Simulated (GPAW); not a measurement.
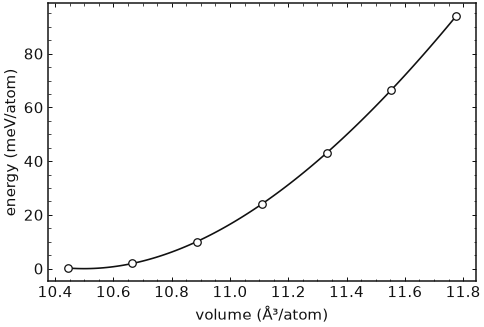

The picture above shows the energy against volume for SiNi₃, space group Pm-3m (No. 221).

Structure:
```
CELL_PARAMETERS angstrom
3.54200 0.00000 0.00000
0.00000 3.54200 0.00000
0.00000 0.00000 3.54200
ATOMIC_POSITIONS crystal
Ni 0.50000 0.50000 0.00000
Ni 0.50000 0.00000 0.50000
Ni 0.00000 0.50000 0.50000
Si 0.00000 0.00000 0.00000
```

Method: PAW DFT in plane waves, on a grid or in atomic orbitals, collinear spins; energies at scaled volumes of the given cell, shape and fractions fixed, counted from the fit's minimum, third-order Birch-Murnaghan fit (GPAW 26.7.0). Level: PBEsol, collinear spin.

k mesh 8×8×8; occupations Fermi–Dirac; smearing width 0.05 eV; potentials PAW data sets made by gpaw setup for the functional; wave cutoff 600 eV; program settings basis pw.

This calculation gives: equilibrium volume 10.50 Å³/atom and bulk modulus 242 GPa.

Now Si is replaced by Ge on all its sites, which gives Ni₃Ge in the same structure. Predict the effect.

The equilibrium volume rises from 10.50 to 11.07 Å³/atom (+5.4 %) and the bulk modulus falls from 242 to 222 GPa (−8.3 %).

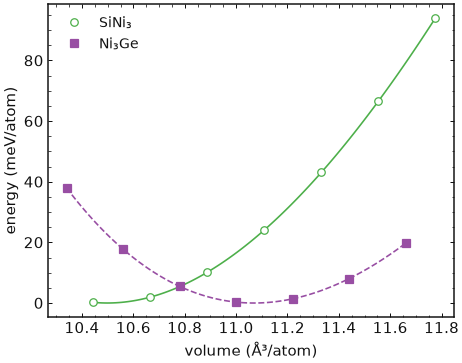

The two results together.

For both, limits of the calculation: nickel data set pressure off other codes.

V0 and the bulk modulus come from third-order Birch–Murnaghan fits.
